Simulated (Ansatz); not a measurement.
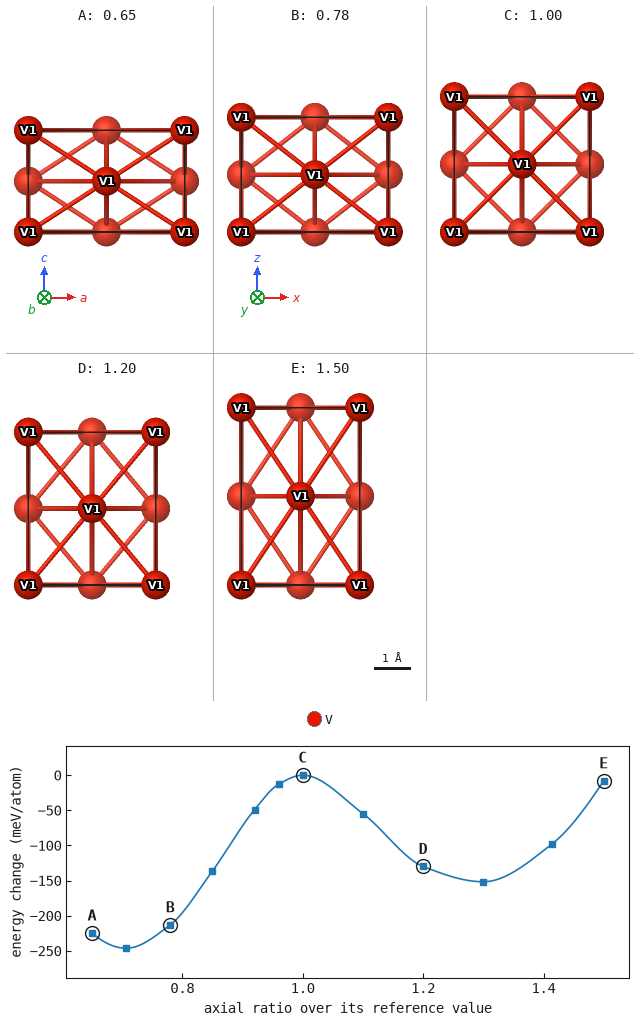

A scan of a crystal of V (Fm-3m): the ratio of the cell's length along z to its lengths across, counted as 1 for the reference, is changed at fixed volume (a tetragonal or Bain path), with the atoms kept at their fractional coordinates. x, y and z are the Cartesian axes of the input. The lettered frames are marked on the plot. A ball-and-stick model of the conventional cell (4 times the calculation's cell), seen along the b axis. Lengths and directions refer to the drawn axes.

These are results of Ansatz 0.2.0, DFT PBE, scalar-relativistic, plane waves, PAW, not measurements. (plane-wave cutoff 420 eV; k-point mesh 24 × 24 × 24; occupations gaussian; smearing width 0.15 eV; no spin polarisation). Energies (free energies at the smearing named) are counted from the cell as listed in its source, which wasn't relaxed.

> Read off the main features of the energy profile.

Of the computed points the lowest is at the relative ratio 0.707, −246.3 meV/atom. Further local minima among the points: 1.30 (−151.7 meV/atom). A local maximum lies at 1.00 (0.0 meV/atom). The unrelaxed reference is under a pressure of 3.9 GPa. The distortion takes the space group from Fm-3m to I4/mmm, except for Im-3m at 0.707. At the relative ratio 1.50 the cell of the drawing goes a 3.790 → 3.311 Å, b 3.790 → 3.311 Å, c 3.790 → 4.966 Å.
